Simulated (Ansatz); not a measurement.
System: a (100) slab cut from TaC (Fm-3m), ended by TaC planes, 24 atoms in the cell. Starting structure of the relaxation:

```xyz
24
Lattice="6.2855 0.0000 0.0000 0.0000 6.2855 0.0000 0.0000 0.0000 20.4445" Properties=species:S:1:pos:R:3 pbc="T T T"
Ta    1.5714    1.5714    8.0000
Ta    1.5714    4.7141    8.0000
Ta    4.7141    1.5714    8.0000
Ta    4.7141    4.7141    8.0000
C     3.1428    3.1428    8.0000
C     3.1428    0.0000    8.0000
C     0.0000    3.1428    8.0000
C     0.0000    0.0000    8.0000
Ta    3.1428    3.1428   10.2223
Ta    3.1428    0.0000   10.2223
Ta    0.0000    3.1428   10.2223
Ta    0.0000    0.0000   10.2223
C     4.7141    4.7141   10.2223
C     4.7141    1.5714   10.2223
C     1.5714    4.7141   10.2223
C     1.5714    1.5714   10.2223
Ta    4.7141    4.7141   12.4445
Ta    4.7141    1.5714   12.4445
Ta    1.5714    4.7141   12.4445
Ta    1.5714    1.5714   12.4445
C     0.0000    0.0000   12.4445
C     0.0000    3.1428   12.4445
C     3.1428    0.0000   12.4445
C     3.1428    3.1428   12.4445
```

Level of theory: DFT PBE+D3(BJ), scalar-relativistic, plane waves, PAW, no spin polarisation, 3×3×1 k mesh, Gaussian smearing of 0.1 eV; code Ansatz 0.2.0.

What does the potential across the slab give for the work function?

The work function is 3.49 eV at the right face and 3.12 eV at the left. The vacuum levels differ by 0.37 eV, so the slab carries a dipole along its normal. Some atoms were held fixed in the relaxation, which can itself make the faces differ. The outermost atoms are 4.5 Å apart, which leaves 16.0 Å of vacuum in a cell 20.4 Å high.

Spin-orbit coupling is left out, which matters for Ta.

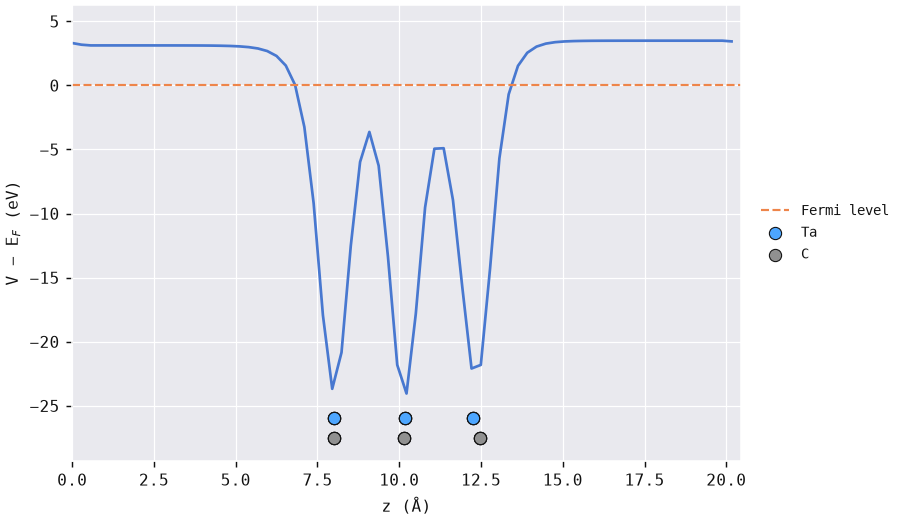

Plane-averaged electrostatic potential energy of an electron across the slab; circles at the bottom mark the heights of the atoms (positions after relaxation).
